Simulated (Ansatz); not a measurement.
# Fe: one cell, many SCF starts, part 2 of 2

How much does the result for Fe depend on the starting moments? The same cell is run from several starts. The cell (2 atoms) is Fe in its experimental structure (space group Im-3m, primitive cell doubled). Source: COD entry 9006588; the sample's temperature and pressure aren't taken into account.

Ansatz 0.2.0; DFT PBE, PAW, plane waves, scalar-relativistic. Earlier steps stand in the parts before.

### 5 Spin on, no moments given (the program may seed its own), plain SCF

File input.yaml:

```yaml
crystal:
  lattice:
    - [-2.8658, 2.8658, 2.8658]
    - [1.4329, -1.4329, 1.4329]
    - [1.4329, 1.4329, -1.4329]
  atoms:
    - { symbol: Fe, position: [0.0, 0.0, 0.0] }
    - { symbol: Fe, position: [0.5, 0.0, 0.0] }
hamiltonian:
  xc: pbe
  pseudopotentials: { kind: paw }
basis:
  ecutwfc: 420
kpoints:
  mp_grid: { grid: [6, 12, 12] }
scf:
  occupations: { method: fermi_dirac, width: 0.05 }
  lower_state_search: "off"
output:
  forces: true
  stress: true
magnetization:
  spin_polarized: true
```

Standard output, cut to the lines that bear on the results:

```text
band count auto-derived: 24 (N_el = 32.0; filled up to band 16; 20 by the electrons, moments and atoms)
[... 20 lines as in an earlier run ...]
SCF iter   1: F=—  HF=-8960.135171 eV  |F-HF|=—  |Δ(HF+E_count)|=         —  Δρ=4.69e-2 (↑4.69e-2 ↓4.69e-2)  dr2=1.20e0  dr2_m=0.00e0  M=0.000 μB ∫|m|=0.000 μB  β_m=0.30  ethr=3.10e-3  ⟨swp⟩=4.5  Hψ=13626  notcnv=0  defer=8
[...]
SCF iter  11: F=-8960.964375 eV  HF=-8960.964375 eV  |F-HF|=5.36e-9  |Δ(HF+E_count)|=   4.17e-8  Δρ=3.73e-6 (↑3.73e-6 ↓3.23e-6)  dr2=6.98e-9  dr2_m=1.24e-10  M=4.505 μB ∫|m|=4.772 μB  ethr=3.13e-10  ⟨swp⟩=3.4  Hψ=19091  notcnv=0
[...]
SCF converged after 11 iterations
Magnetization: 4.5054 μB (18.2527 up, 13.7473 down)
Absolute magnetization: 4.7722 μB (∫|ρ↑−ρ↓|, with the PAW one-centre terms)
Spin contamination: 0.0860 ħ² per cell (⟨S²⟩ above its minimum at these occupations)
Per-site moments (μB) at R_I (Å): [(2.3098000088350528, 1.023765435893246), (2.3098000088350528, 1.023765435893246)]
Free energy (F): -8960.964375 eV
[...]
E sigma→0 (E₀):  -8960.956110 eV
Entropy (-TS):   -0.016529 eV (-8.265 meV/atom)
Fermi energy:    17.751542 eV
[... 24 lines left out: energy terms, forces, stress ...]
```

Wall time 6 s (2 threads of an Arm CPU, shared host); peak memory 0.38 GiB.

The run ends in the same state as step 2 (ferromagnetic); it took 11 iterations.

### 6 Parallel moments scaled by 0.1, plain SCF

input.yaml: that of step 5 with these lines changed.

```diff
@@ -6,4 +6,6 @@
   atoms:
-    - { symbol: Fe, position: [0.0, 0.0, 0.0] }
-    - { symbol: Fe, position: [0.5, 0.0, 0.0] }
+    - { symbol: Fe, position: [0.0, 0.0, 0.0], spin: 0.4 }
+    - { symbol: Fe, position: [0.5, 0.0, 0.0], spin: 0.4 }
+magnetization:
+  spin_polarized: true
 hamiltonian:
@@ -21,3 +23 @@
   stress: true
-magnetization:
-  spin_polarized: true
```

Standard output, cut to the lines that bear on the results:

```text
[... 10 lines as in an earlier run ...]
Bands: 21, of which v1, the nominal top of the filled ones, is band 16 counted from 1 (15 counted from 0)
[... 8 lines as in an earlier run ...]
Starting moments: Σ|m| = 0.8 μB on 2 of 2 sites
[... 2 lines as in an earlier run ...]
SCF iter   1: F=—  HF=-8960.181184 eV  |F-HF|=—  |Δ(HF+E_count)|=         —  Δρ=7.92e-2 (↑1.65e-2 ↓7.92e-2)  dr2=1.14e0  dr2_m=2.63e-1  M=1.277 μB ∫|m|=1.280 μB  β_m=1.00  ethr=3.10e-3  ⟨swp⟩=4.0  Hψ=23820  notcnv=0
[...]
spin-set hold released at iteration 7 (site moments contracting): the magnetisation degrees of freedom join the quasi-Newton model from the next iteration; the mixer history was flushed
[...]
SCF iter  14: F=-8960.964375 eV  HF=-8960.964375 eV  |F-HF|=9.02e-9  |Δ(HF+E_count)|=   1.61e-6  Δρ=1.31e-5 (↑1.31e-5 ↓5.52e-6)  dr2=1.19e-8  dr2_m=1.40e-8  M=4.505 μB ∫|m|=4.772 μB  ethr=3.13e-10  ⟨swp⟩=4.1  Hψ=21727  notcnv=0
[...]
SCF converged after 14 iterations
Magnetization: 4.5054 μB (18.2527 up, 13.7473 down)
Absolute magnetization: 4.7723 μB (∫|ρ↑−ρ↓|, with the PAW one-centre terms)
Spin contamination: 0.0860 ħ² per cell (⟨S²⟩ above its minimum at these occupations)
Per-site moments (μB) at R_I (Å): [(2.3098178613287312, 1.023765435893246), (2.3098178613287312, 1.023765435893246)]
Free energy (F): -8960.964375 eV
[...]
E sigma→0 (E₀):  -8960.956111 eV
Entropy (-TS):   -0.016528 eV (-8.264 meV/atom)
Fermi energy:    17.751539 eV
[... 24 lines left out: energy terms, forces, stress ...]
```

Wall time 7.7 s (2 threads of an Arm CPU, shared host); peak memory 0.37 GiB.

The run ends in the same state as step 2 (ferromagnetic); it took 14 iterations.

### 7 Moments +- scaled by 0.5, plain SCF

input.yaml: that of step 6 with these lines changed.

```diff
@@ -6,4 +6,4 @@
   atoms:
-    - { symbol: Fe, position: [0.0, 0.0, 0.0], spin: 0.4 }
-    - { symbol: Fe, position: [0.5, 0.0, 0.0], spin: 0.4 }
+    - { symbol: Fe, position: [0.0, 0.0, 0.0], spin: 2.0 }
+    - { symbol: Fe, position: [0.5, 0.0, 0.0], spin: -2.0 }
 magnetization:
```

Standard output, cut to the lines that bear on the results:

```text
[... 10 lines as in an earlier run ...]
Bands: 22, of which v1, the nominal top of the filled ones, is band 16 counted from 1 (15 counted from 0)
[... 8 lines as in an earlier run ...]
Starting moments: Σ|m| = 4 μB on 2 of 2 sites
Starting magnetic order: antiferromagnet; a translation exchanges its spin sublattices: spin-degenerate at every k-point
[... 3 lines as in an earlier run ...]
[...]
SCF iter   1: F=—  HF=-8960.496537 eV  |F-HF|=—  |Δ(HF+E_count)|=         —  Δρ=4.64e-2 (↑4.64e-2 ↓4.64e-2)  dr2=9.33e-1  dr2_m=9.91e-2  M=0.000 μB ∫|m|=3.895 μB  β_m=1.00  ethr=2.91e-3  ⟨swp⟩=1.0  Hψ=17240  notcnv=0
[...]
spin-set hold released at iteration 7 (site moments contracting): the magnetisation degrees of freedom join the quasi-Newton model from the next iteration; the mixer history was flushed
[...]
SCF iter  14: F=-8960.533395 eV  HF=-8960.533395 eV  |F-HF|=1.75e-8  |Δ(HF+E_count)|=   6.84e-8  Δρ=1.64e-5 (↑1.64e-5 ↓1.64e-5)  dr2=3.09e-8  dr2_m=3.10e-8  M=0.000 μB ∫|m|=4.203 μB  ethr=4.67e-11  ⟨swp⟩=1.3  Hψ=9996  notcnv=0
[...]
SCF converged after 14 iterations
Magnetization: 0.0000 μB (16.0000 up, 16.0000 down)
Absolute magnetization: 4.2028 μB (∫|ρ↑−ρ↓|, with the PAW one-centre terms)
Spin contamination: 1.8041 ħ² per cell (⟨S²⟩ above its minimum at these occupations)
Per-site moments (μB) at R_I (Å): [(2.033354056043006, 1.023765435893246), (-2.033354056043006, 1.023765435893246)]
Free energy (F): -8960.533395 eV
[...]
E sigma→0 (E₀):  -8960.521513 eV
Entropy (-TS):   -0.023764 eV (-11.882 meV/atom)
Fermi energy:    18.056047 eV
[... 24 lines left out: energy terms, forces, stress ...]
```

Run time: 4.4 s. Hardware: 2 threads of an Arm CPU, shared host; peak memory 0.37 GiB.

Nothing new: the 14 iterations lead to the state found in step 3 (antiferromagnetic).

### 8 A moment on one site alone, plain SCF

input.yaml: that of step 7 with these lines changed.

```diff
@@ -6,4 +6,4 @@
   atoms:
-    - { symbol: Fe, position: [0.0, 0.0, 0.0], spin: 2.0 }
-    - { symbol: Fe, position: [0.5, 0.0, 0.0], spin: -2.0 }
+    - { symbol: Fe, position: [0.0, 0.0, 0.0] }
+    - { symbol: Fe, position: [0.5, 0.0, 0.0], spin: 4.0 }
 magnetization:
```

Standard output, cut to the lines that bear on the results:

```text
[... 13 lines as in an earlier run ...]
Magnetic group: BNS 65.481 (UNI 579), of the structure as read, at distance tolerance 2.9e-5 Å
[... 5 lines as in an earlier run ...]
Starting moments: Σ|m| = 4 μB on 1 of 2 sites
[... 2 lines as in an earlier run ...]
SCF iter   1: F=—  HF=-8960.385513 eV  |F-HF|=—  |Δ(HF+E_count)|=         —  Δρ=9.52e-2 (↑9.52e-2 ↓4.00e-2)  dr2=2.26e0  dr2_m=6.74e-1  M=3.389 μB ∫|m|=3.472 μB  β_m=0.30  ethr=3.10e-3  ⟨swp⟩=4.2  Hψ=24744  notcnv=0
[...]
spin-set hold released at iteration 6 (the charge has settled, or the pull on large starting moments outlasts its swing): the magnetisation degrees of freedom join the quasi-Newton model from the next iteration; the mixer history was flushed
[...]
SCF iter  24: F=-8960.964375 eV  HF=-8960.964375 eV  |F-HF|=2.55e-10  |Δ(HF+E_count)|=   1.16e-9  Δρ=1.95e-6 (↑1.15e-6 ↓1.95e-6)  dr2=5.90e-10  dr2_m=4.35e-10  M=4.505 μB ∫|m|=4.772 μB  ethr=8.41e-11  ⟨swp⟩=2.0  Hψ=17273  notcnv=0
[...]
SCF converged after 24 iterations
an eigenvalue changed by more than its tolerance at an iteration that met the thresholds in force, so the SCF went on 1 time: the last check found none over its tolerance
Magnetization: 4.5054 μB (18.2527 up, 13.7473 down)
Absolute magnetization: 4.7722 μB (∫|ρ↑−ρ↓|, with the PAW one-centre terms)
Spin contamination: 0.0860 ħ² per cell (⟨S²⟩ above its minimum at these occupations)
Per-site moments (μB) at R_I (Å): [(2.3098093668315025, 1.023765435893246), (2.309826493243728, 1.023765435893246)]
Free energy (F): -8960.964375 eV
[...]
E sigma→0 (E₀):  -8960.956110 eV
Entropy (-TS):   -0.016529 eV (-8.265 meV/atom)
Fermi energy:    17.751492 eV
[... 24 lines left out: energy terms, forces, stress ...]
```

It took 12 s on 2 threads of an Arm CPU, shared host; peak memory 0.39 GiB.

The run ends in the same state as step 2 (ferromagnetic); it took 24 iterations.

### 9 Parallel moments, spin not held back in the first iterations, no switch to direct minimisation

input.yaml: that of step 8 with these lines changed.

```diff
@@ -6,3 +6,3 @@
   atoms:
-    - { symbol: Fe, position: [0.0, 0.0, 0.0] }
+    - { symbol: Fe, position: [0.0, 0.0, 0.0], spin: 4.0 }
     - { symbol: Fe, position: [0.5, 0.0, 0.0], spin: 4.0 }
@@ -20,2 +20,4 @@
   lower_state_search: "off"
+  algorithm: density_mixing
+  mixing: { spin_hold: "off" }
 output:
```

Standard output, cut to the lines that bear on the results:

```text
[... 19 lines as in an earlier run ...]
Starting moments: Σ|m| = 8 μB on 2 of 2 sites
[... 2 lines as in an earlier run ...]
[...]
SCF iter   1: F=—  HF=-8959.850238 eV  |F-HF|=—  |Δ(HF+E_count)|=         —  Δρ=1.28e-1 (↑1.28e-1 ↓8.84e-2)  dr2=3.67e-1  dr2_m=2.48e0  M=5.548 μB ∫|m|=5.598 μB  β_m=0.30  ethr=1.14e-3  ⟨swp⟩=1.0  Hψ=36668  notcnv=0
[...]
SCF iter  10: F=-8960.964375 eV  HF=-8960.964375 eV  |F-HF|=8.11e-10  |Δ(HF+E_count)|=   4.30e-9  Δρ=1.51e-6 (↑1.47e-6 ↓1.51e-6)  dr2=1.20e-9  dr2_m=7.19e-11  M=4.505 μB ∫|m|=4.772 μB  ethr=3.13e-10  ⟨swp⟩=3.1  Hψ=18804  notcnv=0
[...]
SCF converged after 10 iterations
Magnetization: 4.5054 μB (18.2527 up, 13.7473 down)
Absolute magnetization: 4.7722 μB (∫|ρ↑−ρ↓|, with the PAW one-centre terms)
Spin contamination: 0.0860 ħ² per cell (⟨S²⟩ above its minimum at these occupations)
Per-site moments (μB) at R_I (Å): [(2.30981815849569, 1.023765435893246), (2.30981815849569, 1.023765435893246)]
Free energy (F): -8960.964375 eV
[...]
E sigma→0 (E₀):  -8960.956110 eV
Entropy (-TS):   -0.016530 eV (-8.265 meV/atom)
Fermi energy:    17.751477 eV
[... 24 lines left out: energy terms, forces, stress ...]
```

It took 6.3 s on 2 threads of an Arm CPU, shared host; peak memory 0.38 GiB.

Nothing new: the 10 iterations lead to the state found in step 2 (ferromagnetic).

### 10 The runs side by side

| step | iterations | state | moments of Fe1 Fe2 (μB) | total (μB) | gap (eV) | pressure (GPa) | above lowest (meV/atom) |
| --- | --- | --- | --- | --- | --- | --- | --- |
| 2 | 10 | 1 | 2.31 2.31 | 4.51 | none | -5.8 | 0.0 |
| 3 | 10 | 2 | 2.03 -2.03 | 0.00 | none | -7.7 | 215 |
| 4 | 6 | 3 | 0.00 0.00 | 0.00 | none | -23.5 | 564 |
| 5 | 11 | 1 | 2.31 2.31 | 4.51 | none | -5.8 | 0.0 |
| 6 | 14 | 1 | 2.31 2.31 | 4.51 | none | -5.8 | 0.0 |
| 7 | 14 | 2 | 2.03 -2.03 | 0.00 | none | -7.7 | 215 |
| 8 | 24 | 1 | 2.31 2.31 | 4.51 | none | -5.8 | 0.0 |
| 9 | 10 | 1 | 2.31 2.31 | 4.51 | none | -5.8 | 0.0 |

States are numbered from the lowest. Starts by step: 2 parallel moments, plain SCF; 3 opposed moments +-, plain SCF; 4 no spin polarisation; 5 spin on, no moments given (the program may seed its own), plain SCF; 6 parallel moments scaled by 0.1, plain SCF; 7 moments +- scaled by 0.5, plain SCF; 8 a moment on one site alone, plain SCF; 9 parallel moments, spin not held back in the first iterations, no switch to direct minimisation.

The 8 runs of this session took 50 s in all, from 2.6 s to 12 s each.

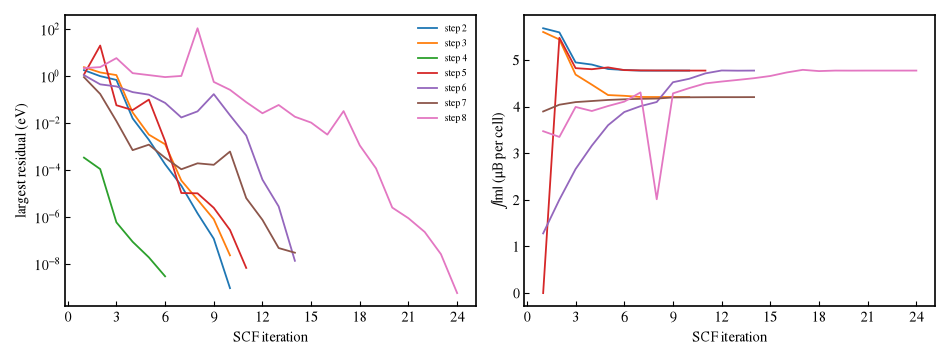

Residual and absolute moment along the iterations (7 of the 8 runs).

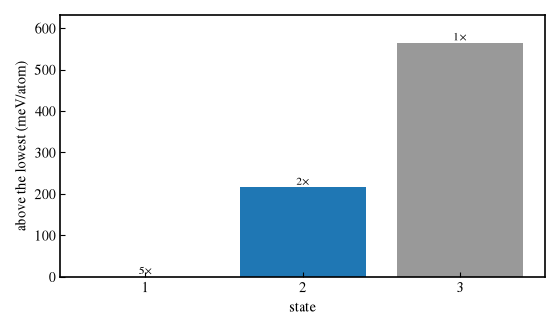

Energy of each distinct state, with the number of starts that reached it (red ferromagnetic, blue opposed moments, grey non-magnetic, green other).

### 11 Summary of results

This closing draws on all 2 parts.

| quantity | value |
| --- | --- |
| distinct states | 3 from 8 converged runs |
| lowest state from plain starts | ferromagnetic |
| its moments | Fe1 2.31, Fe2 2.31 μB |
| total moment | 4.51 μB per cell |
| gap on the k-mesh | none |
| pressure | -5.8 GPa |
| largest force | 0.000 eV/Å |
| next state | antiferromagnetic, 215 meV/atom higher |
| highest state | non-magnetic (no spin polarisation), 564 meV/atom higher |

In words: 8 runs converged, to 3 different states. Switching spin polarisation off costs 564 meV/atom in free energy, smearing entropy included. The best antiferromagnetic state lies 215 meV/atom above the best ferromagnetic one. The search isn't exhaustive: larger magnetic cells and non-collinear orders weren't tried.
